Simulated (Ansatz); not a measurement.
## AlGa₃N₄: geometry relaxation (part 2 of 2)

The same run, continued: AlGa₃N₄ (8 atoms in the cell); DFT PBEsol, scalar-relativistic, plane waves, PAW, no spin polarisation (Ansatz 0.2.0); cutoff 420 eV, 6×8×6 k-mesh, Gaussian smearing of 0.02 eV. The structure derives from a Materials Project entry. It belongs to a series of runs on one base structure; here: uniaxial strain along c, a, b and atoms relaxed: -3.0 %.

Geometry of the input (Å; fractional positions):
```
5.1809  0.0000  0.0001
0.0000  3.1887  0.0000
-0.0034  0.0000  5.3141
Al 0.0002  0.5000  0.6679
Ga 0.4985  0.5000  0.3343
Ga 0.4984  0.0000  0.8308
Ga 0.9991  0.0000  0.1669
N  0.1204  0.5000  0.3381
N  0.1182  0.0000  0.8243
N  0.6210  0.0000  0.1683
N  0.6320  0.5000  0.6694
```

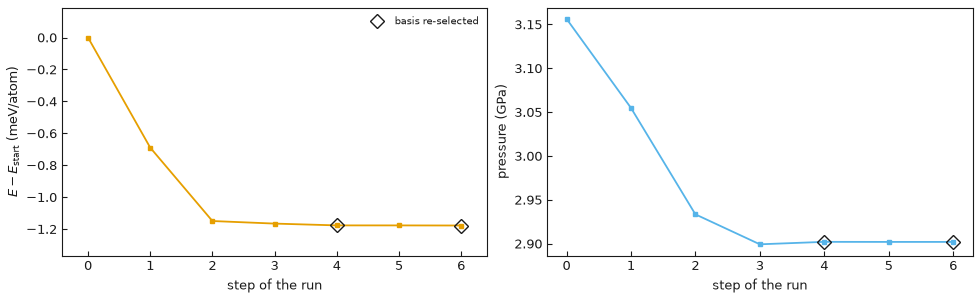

Figure 1. Progress of the relaxation, step by step (the first geometry is step 0 here and step 1 in the log). The largest moves relative to the cell, 0.014 Å, are those of N6 and N8. Largest moves by element: N 0.014 Å, Ga 0.005 Å, Al 0.004 Å. Over 4 geometry steps the energy falls by 1.2 meV per atom. Largest force component: 0.21 eV/Å at the start, 0.00036 eV/Å at the end. The pressure goes from 3.16 to 2.90 GPa. The basis was re-selected once at an unchanged geometry, which shifts the energy a little without any move. The energy change given includes the shifts at the re-selections in mid-walk, which come without any move. A last SCF at the same geometry on a re-selected plane-wave basis shifts the energy by next to nothing (0.0 meV per atom). (Atoms are counted from 1 in the order of the input.)

```
basis re-selected at this cell: Δ(F+E_penalty+E_count) = -4.609e-6 eV, ΔP = +0.000 GPa vs the last step (what re-selecting the basis moved, of the pressure what is left beyond the Pulay correction that the steps carried, after the strain that the cell walked since its last selection, with what the two solves' SCF thresholds leave and, on support functions, any second-order correction that the steps lacked; it is no measure of the basis error at this ecutwfc). This SCF's stress stands 4.80e-4 GPa from its target on what of the cell is left free (relax.cell.stress_tol is 1.50e-2 GPa) and its largest allowed force component is 3.63e-4 eV/Å (relax.f_tol is 8.00e-3 eV/Å): within both
SCF converged after 7 iterations
Free energy (F): -13274.394863 eV
Harris-Foulkes:  -13274.394863 eV  (|F-HF|=3.64e-12)
Internal energy: -13274.394863 eV  (E = F + TS)
E sigma→0 (E₀):  -13274.394863 eV
Fermi energy:    10.511847 eV
--- Per-component energies (eV) ---
  E_band       = -6.594849
  E_kinetic    = 901.378367
  E_local      = -6563.610623  (includes V_loc(G=0)·N_el)
  E_nonlocal   = 1482.561685
  E_hartree    = 3008.969236
  E_xc         = -484.673836
  E_vxc        = -510.248455  (∫ρ·V_xc dr)
  E_paw        = -6805.782866  (= ΣΔE_a)
  E_vpaw       = -1334.614445  (= ΣTr[D̂ρ^β])
  E_aug_tail   = 0.000101  (compensation charges beyond the density's cutoff)
  E_ewald      = -4815.957396
  E_core_change = 2.720468  (= ΣΔE_core)
  E_smearing   = -0.000000  (= −TS)
  E_closure    = 0.000000  (closes the sum)
  Σ components = -13274.394863   (vs F -13274.394863, Δ=0.00e0)
--- Forces (eV/Å), atoms counted from 1 ---
  atom   1  Al     0.00010401     0.00000000     0.00025762
  atom   2  Ga     0.00009233     0.00000000    -0.00019088
  atom   3  Ga    -0.00005151     0.00000000     0.00013928
  atom   4  Ga    -0.00001944     0.00000000    -0.00020043
  atom   5  N      0.00018262    -0.00000000     0.00008758
  atom   6  N     -0.00036476    -0.00000000    -0.00015202
  atom   7  N     -0.00013919    -0.00000000     0.00020560
  atom   8  N      0.00018444    -0.00000000    -0.00014440
  max |Σ_I F_I| component: 1.15e-5 eV/Å
--- Stress (GPa, compression-positive) ---
       -0.000440       0.000000      -0.061869
        0.000000      -0.000066       0.000000
       -0.061838       0.000000       8.706673
  P = ⅓ Tr σ = 2.9021 GPa (29.021 kbar)
--- Band table (eV; the first three rows and the last of 100) ---
  k-point 0: bands = ["-6.6989", "-5.7238", "-5.5164", "-5.2392", "-4.1042", "-4.0847", "-4.0569", "-4.0351", "-3.9896", "-3.9317", "-3.9232", "-3.8829", "-3.8199", "-3.7748", "-3.7602", "-3.7028", "-2.8406", "-2.7156", "-2.0941", "2.1546", "2.9817", "4.2846", "5.1878", "6.3282", "7.1065", "7.9395", "8.2031", "8.4266", "9.0792", "9.1525", "9.3640", "11.6597", "13.9208", "14.2221", "14.6352", "15.5291", "18.3951", "18.8588", "19.0286"]
  k-point 1: bands = ["-6.6198", "-5.7432", "-5.5218", "-5.2516", "-4.0936", "-4.0828", "-4.0443", "-4.0306", "-3.9843", "-3.9330", "-3.9290", "-3.8843", "-3.8237", "-3.7865", "-3.7657", "-3.7096", "-3.0835", "-2.7070", "-2.0358", "2.2697", "3.2454", "4.4169", "5.0022", "6.4241", "7.4510", "7.8770", "7.9546", "8.1809", "8.7587", "9.0552", "9.0843", "12.1807", "14.0913", "14.4772", "14.8265", "15.6224", "18.2232", "18.6394", "19.1880"]
  k-point 2: bands = ["-6.4046", "-5.8527", "-5.5209", "-5.2770", "-4.0748", "-4.0747", "-4.0114", "-4.0053", "-3.9739", "-3.9403", "-3.9342", "-3.8863", "-3.8340", "-3.8099", "-3.7813", "-3.7189", "-3.5086", "-2.5869", "-2.1028", "2.5962", "3.6382", "4.3937", "5.5100", "6.6938", "6.8447", "7.5560", "7.6979", "8.0585", "8.3075", "8.8909", "8.8984", "13.0791", "14.2219", "14.9189", "15.3577", "16.0131", "17.6146", "18.1964", "18.6931"]
  k-point 99: bands = ["-5.6821", "-5.5035", "-5.4126", "-5.0561", "-4.0711", "-4.0383", "-3.9574", "-3.9520", "-3.9104", "-3.9022", "-3.8581", "-3.8187", "-3.8164", "-3.7399", "-3.7254", "-2.9994", "-2.5670", "-2.4794", "-2.3703", "2.3813", "2.5119", "2.5532", "3.2997", "7.0817", "7.3394", "7.4101", "7.4386", "7.4772", "7.5902", "7.6273", "7.6436", "13.5941", "13.6433", "13.7479", "14.1440", "16.6151", "17.3022", "17.4753", "18.3369"]
--- Relaxed structure (5 steps of the walk, 5 accepted, 2 SCFs on fresh bases) ---
  F+E_penalty+E_count = -13274.39486305 eV   max|allowed force component| = 3.633e-4 eV/Å   (the final SCF, on the basis selected at the relaxed cell)
  cell:  # Å, volume = 87.8207 Å³
    - [5.165992684065226, -3.795507245104403e-86, 0.00011677965419745475]
    - [-2.3360371107255844e-86, 3.1989713230222914, 2.7130004779265586e-89]
    - [-0.0033478985367996843, 6.977389010515767e-89, 5.314139397535477]
  atoms:
    - { symbol: Al, position: [-0.00023355389879613269, 0.5000000000000001, 0.6684431170019316] }
    - { symbol: Ga, position: [0.4978062205647776, 0.5000000000000001, 0.33373721834872827] }
    - { symbol: Ga, position: [0.4977462641309171, -2.85968692431629e-19, 0.8300181919343748] }
    - { symbol: Ga, position: [0.9982929166935394, 2.42378059655811e-19, 0.16752583729112222] }
    - { symbol: N, position: [0.12100084257786901, 0.5000000000000001, 0.33584738547937815] }
    - { symbol: N, position: [0.11876251951666392, -8.86559535826245e-19, 0.8219230015625063] }
    - { symbol: N, position: [0.6214656580659663, 8.832785004195211e-19, 0.17069178204423754] }
    - { symbol: N, position: [0.6327591422490638, 0.5000000000000001, 0.6718144663377208] }
```

**Trajectory as extended XYZ (Å, eV, eV/Å), 7 frames, from step=1 to step=7**
```
8
Lattice="5.1809 0.0000 0.0001 0.0000 3.1887 0.0000 -0.0034 0.0000 5.3141" Properties=species:S:1:pos:R:3:forces:R:3 step=1 energy=-13274.38544 pressure_GPa=3.16
Al   -0.0013    1.5944    3.5493   -0.1312   0.0000   0.1812
Ga    2.5813    1.5944    1.7766   -0.1387   0.0000  -0.1721
Ga    2.5793    0.0000    4.4150   -0.1291   0.0000  -0.1925
Ga    5.1755    0.0000    0.8869   -0.1234   0.0000   0.1733
N     0.6225    1.5944    1.7969    0.1387   0.0000  -0.2074
N     0.6096    0.0000    4.3806    0.1092   0.0000  -0.1964
N     3.2167    0.0000    0.8945    0.1265   0.0000   0.2149
N     3.2720    1.5944    3.5572    0.1479   0.0000   0.1991
8
Lattice="5.1679 0.0000 0.0001 0.0000 3.1971 0.0000 -0.0033 0.0000 5.3141" Properties=species:S:1:pos:R:3:forces:R:3 step=2 energy=-13274.39096 pressure_GPa=3.05
Al   -0.0003    1.5985    3.5496   -0.1073   0.0000   0.1277
Ga    2.5749    1.5985    1.7761   -0.0952   0.0000  -0.1176
Ga    2.5730    0.0000    4.4140   -0.0895   0.0000  -0.1277
Ga    5.1625    0.0000    0.8877   -0.0949   0.0000   0.1144
N     0.6206    1.5985    1.7913    0.1019   0.0000  -0.1367
N     0.6076    0.0000    4.3748    0.0850   0.0000  -0.1294
N     3.2079    0.0000    0.9004    0.0936   0.0000   0.1376
N     3.2640    1.5985    3.5630    0.1063   0.0000   0.1317
8
Lattice="5.1652 0.0000 0.0001 0.0000 3.1991 0.0000 -0.0033 0.0000 5.3141" Properties=species:S:1:pos:R:3:forces:R:3 step=3 energy=-13274.39464 pressure_GPa=2.93
Al   -0.0022    1.5995    3.5509   -0.0300   0.0000   0.0169
Ga    2.5714    1.5995    1.7745   -0.0312   0.0000  -0.0005
Ga    2.5698    0.0000    4.4116   -0.0339   0.0000   0.0038
Ga    5.1568    0.0000    0.8896   -0.0225   0.0000  -0.0047
N     0.6223    1.5995    1.7838    0.0344   0.0000  -0.0035
N     0.6094    0.0000    4.3668    0.0293   0.0000   0.0043
N     3.2082    0.0000    0.9085    0.0254   0.0000  -0.0091
N     3.2651    1.5995    3.5713    0.0287   0.0000  -0.0072
8
Lattice="5.1662 0.0000 0.0001 0.0000 3.1988 0.0000 -0.0033 0.0000 5.3141" Properties=species:S:1:pos:R:3:forces:R:3 step=4 energy=-13274.39477 pressure_GPa=2.90
Al   -0.0034    1.5994    3.5524   -0.0028   0.0000  -0.0026
Ga    2.5707    1.5994    1.7734    0.0002   0.0000   0.0013
Ga    2.5685    0.0000    4.4108    0.0028   0.0000  -0.0003
Ga    5.1568    0.0000    0.8905   -0.0003   0.0000   0.0007
N     0.6241    1.5994    1.7849   -0.0016   0.0000   0.0004
N     0.6108    0.0000    4.3680   -0.0002   0.0000   0.0000
N     3.2101    0.0000    0.9070    0.0005   0.0000  -0.0005
N     3.2667    1.5994    3.5700    0.0015   0.0000   0.0010
8
Lattice="5.1662 0.0000 0.0001 0.0000 3.1988 0.0000 -0.0033 0.0000 5.3141" Properties=species:S:1:pos:R:3:forces:R:3 step=5 energy=-13274.39486 pressure_GPa=2.90
Al   -0.0034    1.5994    3.5524   -0.0028   0.0000  -0.0026
Ga    2.5707    1.5994    1.7734    0.0000   0.0000   0.0014
Ga    2.5685    0.0000    4.4108    0.0026   0.0000  -0.0002
Ga    5.1568    0.0000    0.8905   -0.0005   0.0000   0.0006
N     0.6241    1.5994    1.7849   -0.0015   0.0000   0.0005
N     0.6108    0.0000    4.3680   -0.0002   0.0000   0.0000
N     3.2101    0.0000    0.9070    0.0007   0.0000  -0.0006
N     3.2667    1.5994    3.5700    0.0016   0.0000   0.0009
8
Lattice="5.1660 0.0000 0.0001 0.0000 3.1990 0.0000 -0.0033 0.0000 5.3141" Properties=species:S:1:pos:R:3:forces:R:3 step=6 energy=-13274.39486 pressure_GPa=2.90
Al   -0.0034    1.5995    3.5522    0.0001   0.0000   0.0003
Ga    2.5705    1.5995    1.7736    0.0001   0.0000  -0.0002
Ga    2.5686    0.0000    4.4109   -0.0001   0.0000   0.0001
Ga    5.1566    0.0000    0.8904    0.0000   0.0000  -0.0002
N     0.6240    1.5995    1.7848    0.0002   0.0000   0.0001
N     0.6108    0.0000    4.3678   -0.0004   0.0000  -0.0002
N     3.2099    0.0000    0.9072   -0.0001   0.0000   0.0002
N     3.2666    1.5995    3.5702    0.0002   0.0000  -0.0001
8
Lattice="5.1660 0.0000 0.0001 0.0000 3.1990 0.0000 -0.0033 0.0000 5.3141" Properties=species:S:1:pos:R:3:forces:R:3 step=7 energy=-13274.39486 pressure_GPa=2.90
Al   -0.0034    1.5995    3.5522    0.0001   0.0000   0.0003
Ga    2.5705    1.5995    1.7736    0.0001   0.0000  -0.0002
Ga    2.5686    0.0000    4.4109   -0.0001   0.0000   0.0001
Ga    5.1566    0.0000    0.8904    0.0000   0.0000  -0.0002
N     0.6240    1.5995    1.7848    0.0002   0.0000   0.0001
N     0.6108    0.0000    4.3678   -0.0004   0.0000  -0.0002
N     3.2099    0.0000    0.9072   -0.0001   0.0000   0.0002
N     3.2666    1.5995    3.5702    0.0002   0.0000  -0.0001
```

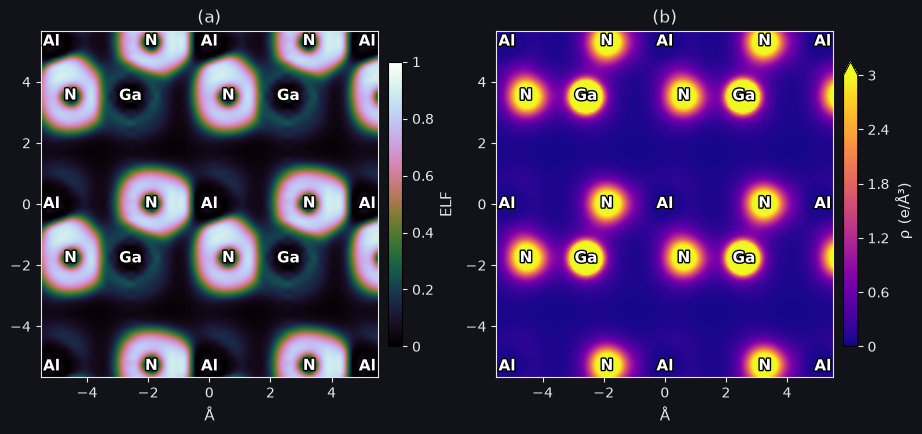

Figure 2. (a) ELF; (b) valence pseudo-density on the (010) plane of the conventional cell. The section cuts through Al, Ga and N sites. Ga–N (1.95 Å): the density is about 0.77 e/Å³ at the midpoint; the ELF is about 0.50 at the midpoint. Away from the nuclei the density in this plane falls to 0.04 e/Å³ at its lowest. The fields are those of the smooth PAW valence density.

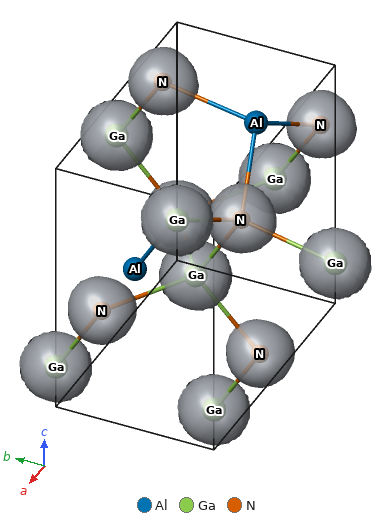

Figure 3. Isosurface of the valence charge density (pseudo) at 1.5 e/Å³ (grey), seen at an oblique angle. Sticks mark near contacts. The outline is the cell set on symmetry axes. At this value the density breaks into separate islands; it holds about 60 % of the electrons treated as valence (semicore included). It is pinched off along the Al–N (1.88 Å) and Ga–N (1.92 Å) contacts. On the grid the lowest density along these lines, outside the cores, is 0.59 e/Å³ (Al–N, 1.88 Å) and 0.78 e/Å³ (Ga–N, 1.92 Å).

**Summary**

| quantity | value |
| --- | --- |
| outcome | converged |
| space group (tolerance 0.01 Å) | Pm (6) |
| electrons treated | 62 |
| free energy | −13274.3949 eV |
| Fermi energy | 10.512 eV |
| gap on the k-point mesh | 2.30 eV |
| pressure | 2.90 GPa |
| final volume | 87.82 Å³ |
| largest force (length of the vector) at the end | under 0.001 eV/Å |
| final cell | a = 5.166 Å, b = 3.199 Å, c = 5.314 Å, α = 90.00°, β = 90.03°, γ = 90.00° |
| hardware | 2 threads of Intel Xeon @ 2.50GHz (Skylake/Cascade Lake), 192 GiB of memory available, shared host |
| wall time | 2.5 min (CPU time 5 min) |
| peak memory | 0.61 GiB |
